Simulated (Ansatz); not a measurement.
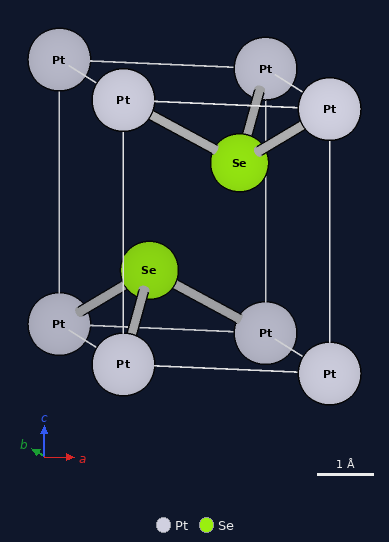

**Figure 1.** The structure (ball-and-stick view of the cell of the calculation, seen slightly off an axis). Near neighbours in the crystal (not all of them lie inside the picture): Pt has 6 Se at 2.53 Å; Se has 3 Pt at 2.53 Å.

## PtSe2: band-structure calculation

The run: band-structure calculation of PtSe2 (P-3m1, 3 atoms in the cell). Method and program: DFT PBE+D3(BJ), scalar-relativistic, plane waves, PAW, no spin polarisation (Ansatz 0.2.0).

The structure derives from an entry of the Crystallography Open Database.

### The input
```yaml
crystal:
  lattice:
    - [3.7714571397, 0.0, 0.0]
    - [-1.8857285698, 3.2661776923, 0.0]
    - [0.0, 0.0, 4.8233068483]
  atoms:
    - { symbol: Pt, position: [0.0, 0.0, 0.0] }
    - { symbol: Se, position: [0.3333333333, 0.6666666667, 0.2654558733] }
    - { symbol: Se, position: [0.6666666667, 0.3333333333, 0.7345441267] }
basis:
  ecutwfc: 420
kpoints:
  mp_grid: { grid: [15, 15, 10] }
  band_path:
    path:
      - [[0.0, 0.0, 0.0], [0.5, 0.0, 0.0], [0.33333333, 0.33333333, 0.0], [0.0, 0.0, 0.0], [0.0, 0.0, 0.5], [0.5, 0.0, 0.5], [0.33333333, 0.33333333, 0.5], [0.0, 0.0, 0.5]]
      - [[0.5, 0.0, 0.5], [0.5, 0.0, 0.0]]
      - [[0.33333333, 0.33333333, 0.5], [0.33333333, 0.33333333, 0.0]]
    npoints: 14
hamiltonian:
  xc: pbe
  dispersion: d3bj
scf:
  occupations: { method: gaussian, width: 0.1 }
  n_extra_bands: 7
output:
  forces: true
  stress: true
  eigenvalues: true
  populations: true
  dos: { projected: true, de: 0.02, nscf_kmesh: { grid: [23, 23, 15] } }
  bader: true
  write_density: true
  write_potential: true
  elf: true
  volumetric_format: npy
```

Hardware: 2 threads of Intel Xeon @ 2.50GHz (Skylake/Cascade Lake), 128 GiB of memory available, shared host.

Run as:
```bash
ansatz run input.yaml --threads 2 --pin off --max-ram 5120MiB --backend cpu --events-out ev --progress --plain --runs-dir out
```

### Log
```
scf.n_extra_bands = 7 over 25 filled bands (N_el = 50.0): the run solves 32 bands
Engine: ansatz 0.2.0, x86_64-unknown-linux-gnu
Pseudopotentials: kind: paw
Pseudopotential: Pt, paw, valence charge 18, recommended cutoff 420 eV (normal), Pt.paw.azcp
Pseudopotential: Se, paw, valence charge 16, recommended cutoff 420 eV (normal), Se.paw.azcp
Functional definition: PBE
  parameter kappa = 0.804
  parameter beta = 0.06672455060314922
  exchange = pbe_x(kappa = kappa, mu = beta*pi^2/3)
  correlation = pbe_c(beta = beta)
Crystal: 3 atoms, lattice volume = 59.415 Å³
Basis set: ecut = 420 eV, 1169 PW (Γ), exchange–correlation on 54×54×72 points (8 copies of the dense FFT grid, shifted against one another)
Bands: 32, of which v1, the nominal top of the filled ones, is band 25 counted from 1 (24 counted from 0)
Symmetry: 12 space group operations
Space group: P-3m1 (ITA 164), of the structure as read, at distance tolerance 3.9e-5 Å
k-points: 238 of 2250
Non-local potential: Pt, projectors of the file, l = 0: 3, l = 1: 2, l = 2: 2, l = 3: 1
Non-local potential: Se, projectors of the file, l = 0: 2, l = 1: 2, l = 2: 3, l = 3: 1
PAW form: soft (Blöchl's): semilocal exchange-correlation on the pseudo side does not see the compensation charge
PAW one-centre angular grid: Pt, 590 points (default); XC on 64 Gauss nodes
PAW one-centre angular grid: Se, 590 points (default); XC on 64 Gauss nodes
Initial density: superposition of atomic densities (neutral atoms: chi_scale 0, normalization atom), corrected by the library's trained network
Initial wavefunctions: pseudopotential atomic-orbital guess
Functional: x = pbe(κ = 0.804, μ = 0.2195149727645171), c = pbe(β = 0.06672455060314922)
SCF iter   1: F=—  HF=-23463.733727 eV  |F-HF|=—  |Δ(HF+E_count)|=         —  Δρ=3.17e-3  dr2=5.34e-3  ethr=1.77e-3  ⟨swp⟩=5.3  Hψ=29345  notcnv=0  defer=9
preconditioner: auto → LDOS  [metal: Δε(μ)=0.012 eV  Ē_g=11.441 eV  σ=0.100 eV  W_gap=0.07  n_scr=22 (ndim 8)  ℏωp=22.6 eV  f_vac=0.022  D(μ)=0.73/eV (n_scr^D=2)  β→1.0]
SCF iter   2: F=—  HF=-23463.735409 eV  |F-HF|=—  |Δ(HF+E_count)|=   1.68e-3  Δρ=1.58e-3  dr2=2.20e-3  ethr=1.07e-5  ⟨swp⟩=2.0  Hψ=12102  notcnv=0  defer=67
SCF iter   3: F=—  HF=-23463.735030 eV  |F-HF|=—  |Δ(HF+E_count)|=   3.79e-4  Δρ=2.57e-4  dr2=3.31e-5  ethr=4.39e-6  ⟨swp⟩=2.0  Hψ=8900  notcnv=0  defer=67
SCF iter   4: F=—  HF=-23463.735019 eV  |F-HF|=—  |Δ(HF+E_count)|=   1.11e-5  Δρ=3.30e-5  dr2=4.10e-7  ethr=6.62e-8  ⟨swp⟩=2.0  Hψ=12834  notcnv=0  defer=67
SCF iter   5: F=—  HF=-23463.735020 eV  |F-HF|=—  |Δ(HF+E_count)|=   5.18e-7  Δρ=1.00e-5  dr2=1.29e-7  ethr=8.20e-10  ⟨swp⟩=2.2  Hψ=12088  notcnv=0  defer=67
SCF iter   6: F=-23463.735020 eV  HF=-23463.735020 eV  |F-HF|=4.10e-9  |Δ(HF+E_count)|=   2.17e-8  Δρ=2.53e-6  dr2=1.95e-9  ethr=2.00e-10  ⟨swp⟩=11.7  Hψ=50032  notcnv=0
SCF 1 converged in 6 iterations: F = -23463.735020 eV  dr2 = 1.95e-9
  greatest PAW one-centre occupation: 1.000 electrons in one spin orbital (limit 2), on the Pt atom at site 0 (counted from 0), in its partial waves of l = 0
NSCF: frozen V_eff on 129 k-points
NSCF: frozen V_eff on 756 k-points
SCF converged after 6 iterations
Free energy (F): -23463.735020 eV
Harris-Foulkes:  -23463.735020 eV  (|F-HF|=4.10e-9)
Internal energy: -23463.731265 eV  (E = F + TS)
E sigma→0 (E₀):  -23463.733143 eV
Entropy (-TS):   -0.003755 eV (-1.252 meV/atom)
Fermi energy:    13.643662 eV
--- Per-component energies (eV) ---
  E_band       = -936.752530
  E_kinetic    = 874.617244
  E_local      = -6474.104369  (includes V_loc(G=0)·N_el)
  E_nonlocal   = -989.927713
  E_hartree    = 3003.294957
  E_xc         = -470.721775
  E_vxc        = -500.008898  (∫ρ·V_xc dr)
  E_paw        = -13278.229888  (= ΣΔE_a)
  E_vpaw       = 146.082220  (= ΣTr[D̂ρ^β])
  E_aug_tail   = -0.001005  (compensation charges beyond the density's cutoff)
  E_ewald      = -6127.188471
  E_disp       = -1.470245  (pairwise vdW)
  E_smearing   = -0.003755  (= −TS)
  E_closure    = 0.000000  (closes the sum)
  Σ components = -23463.735020   (vs F -23463.735020, Δ=0.00e0)
--- Forces (eV/Å), atoms counted from 1 ---
  atom   1  Pt     0.00000000     0.00000000     0.00000000
  atom   2  Se    -0.00000000    -0.00000000     0.00070252
  atom   3  Se     0.00000000     0.00000000    -0.00070252
  max |Σ_I F_I| component: 2.31e-18 eV/Å
--- Stress (GPa, compression-positive) ---
       -0.000145       0.000000      -0.000000
        0.000000      -0.000145      -0.000000
        0.000000      -0.000000      -0.023527
  P = ⅓ Tr σ = -0.0079 GPa (-0.079 kbar)
--- Band table (eV; the first three rows and the last of 238) ---
  k-point 0: bands = ["-85.6910", "-39.9382", "-39.9382", "-39.8476", "-34.8974", "-34.8974", "-34.8947", "-34.8947", "-34.8893", "-34.8893", "-34.8839", "-34.8839", "-34.8831", "-34.8824", "-2.0198", "1.0786", "6.5313", "7.4223", "7.4223", "9.8607", "9.8607", "11.1779", "12.6415", "12.6415", "14.4274", "14.7223", "14.7223", "17.0146", "17.7619", "20.9434", "20.9434", "25.4133"]
  k-point 1: bands = ["-85.6910", "-39.9382", "-39.9382", "-39.8476", "-34.8973", "-34.8973", "-34.8948", "-34.8948", "-34.8892", "-34.8892", "-34.8840", "-34.8840", "-34.8831", "-34.8823", "-1.9709", "0.9501", "6.7003", "7.4316", "7.4316", "9.8545", "9.8545", "11.1724", "12.5548", "12.5548", "14.1162", "14.8490", "14.8490", "17.1149", "18.0678", "20.9018", "20.9018", "25.0902"]
  k-point 2: bands = ["-85.6910", "-39.9382", "-39.9382", "-39.8477", "-34.8971", "-34.8971", "-34.8949", "-34.8949", "-34.8888", "-34.8888", "-34.8845", "-34.8845", "-34.8832", "-34.8822", "-1.8263", "0.6145", "7.1518", "7.4565", "7.4565", "9.8393", "9.8393", "11.1488", "12.3555", "12.3555", "13.4224", "15.1624", "15.1624", "17.4253", "18.7222", "20.7733", "20.7733", "24.2481"]
  k-point 237: bands = ["-85.6908", "-39.9441", "-39.9441", "-39.8471", "-34.8959", "-34.8959", "-34.8956", "-34.8955", "-34.8878", "-34.8870", "-34.8870", "-34.8865", "-34.8820", "-34.8820", "0.0650", "0.0650", "7.2356", "7.2356", "7.6991", "9.2241", "9.3663", "9.3663", "10.2050", "11.1726", "11.1726", "15.9858", "15.9858", "20.2390", "21.2633", "21.2902", "21.2902", "23.8755"]
--- Löwdin populations: 3 sites ---
  site symbol       q [e]
     0     Pt     17.5080
     1     Se     16.1420
     2     Se     16.1420
  spilling = 0.004159 (of n_electrons = 50.000000)
--- Bader charges: 3 sites ---
  site symbol  charge [e]  shift [e]
     0     Pt      0.0687     0.0051
     1     Se     -0.0343     0.0026
     2     Se     -0.0343     0.0026
  estimated error of the sums over rays = 5.4e-4 e
```

### File bader_charges.tsv
```
# site	symbol	x_ang	y_ang	z_ang	partial_charge_e	electrons	volume_ang3	relative_density_drop	shared_charge_e	partial_wave_shift_e
# quadrature_error_electrons = 5.4e-4
0	Pt	0.0000	0.0000	0.0000	0.06867	77.93133	18.40	-	0.06867	0.00512
1	Se	0.0000	2.1775	1.2804	-0.03434	34.03434	20.51	-	-0.03434	0.00256
2	Se	1.8857	1.0887	3.5429	-0.03433	34.03433	20.51	-	-0.03433	0.00256
```

### File populations.tsv
```
# site	symbol	l	j	q
# orbitals = lowdin
# n_electrons = 50.000000
# spilling = 0.004159
0	Pt	0_5S	-	1.983756
0	Pt	0_6S	-	0.777922
0	Pt	1_5P	-	5.997798
0	Pt	2_5D	-	8.748557
1	Se	0_4S	-	1.893046
1	Se	1_4P	-	4.249085
1	Se	2_3D	-	9.999882
2	Se	0_4S	-	1.893046
2	Se	1_4P	-	4.249085
2	Se	2_3D	-	9.999882
```

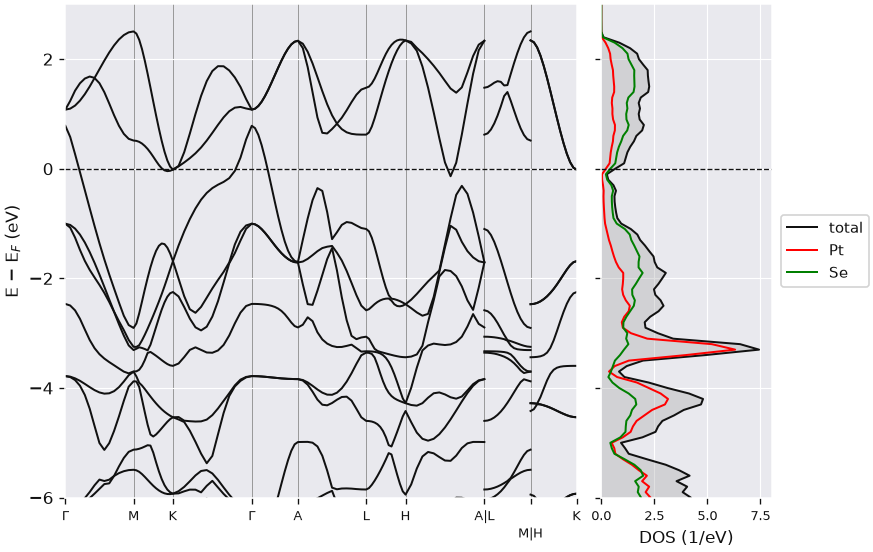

**Figure 2.** Band structure along Γ–M–K–Γ–A–L–H–A|L–M|H–K and density of states (projected on Löwdin-orthogonalised atomic shells), with energies from the Fermi level. Bands cross the Fermi level: a metal at this level of theory.

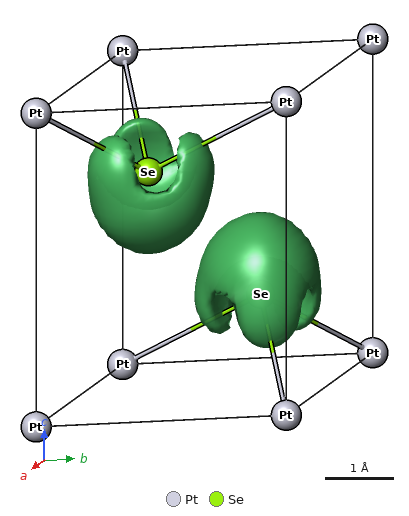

**Figure 3.** Isosurface of the ELF at 0.75 (green), seen slightly off an axis. Core shells and regions of very low density are left out. Sticks mark near contacts. The outline is the cell set on symmetry axes. Profiles from the grid: Pt–Se (2.53 Å): the ELF is about 0.50 at the midpoint. In a PAW calculation such maps are meaningful between the atoms, not at the nuclei.

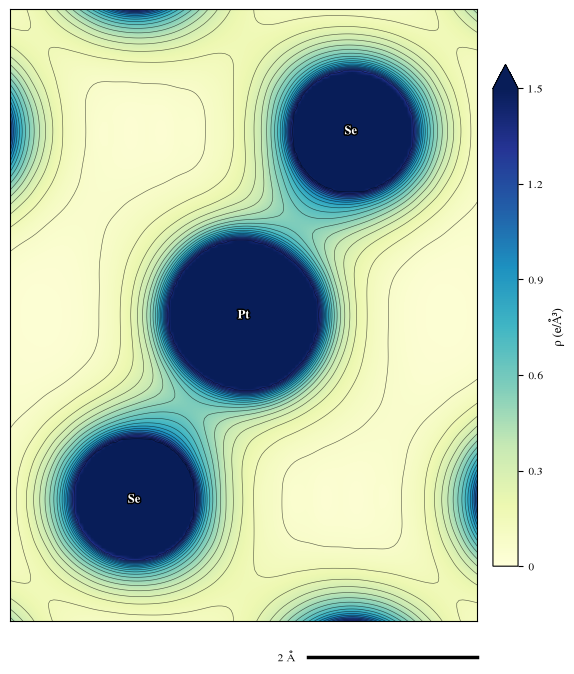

**Figure 4.** Valence charge density (pseudo) on the (110) plane of the conventional cell. The section cuts through Pt and Se sites. Pt–Se (2.53 Å): ρ is about 0.56 e/Å³ halfway. Away from the nuclei the density in this plane falls to 0.02 e/Å³ at its lowest.

### Summary

```tsv
quantity	value
outcome	converged
space group (tolerance 0.01 Å)	P-3m1 (164)
electrons treated	50
free energy	−23463.7350 eV
Fermi energy	13.644 eV
gap on the k-point mesh	none (metallic)
pressure	−0.01 GPa
largest force (length of the vector)	0.001 eV/Å
wall time	68 s (CPU time 2.2 min)
peak memory	1.1 GiB
```

Spin–orbit coupling is left out, which matters for Pt.
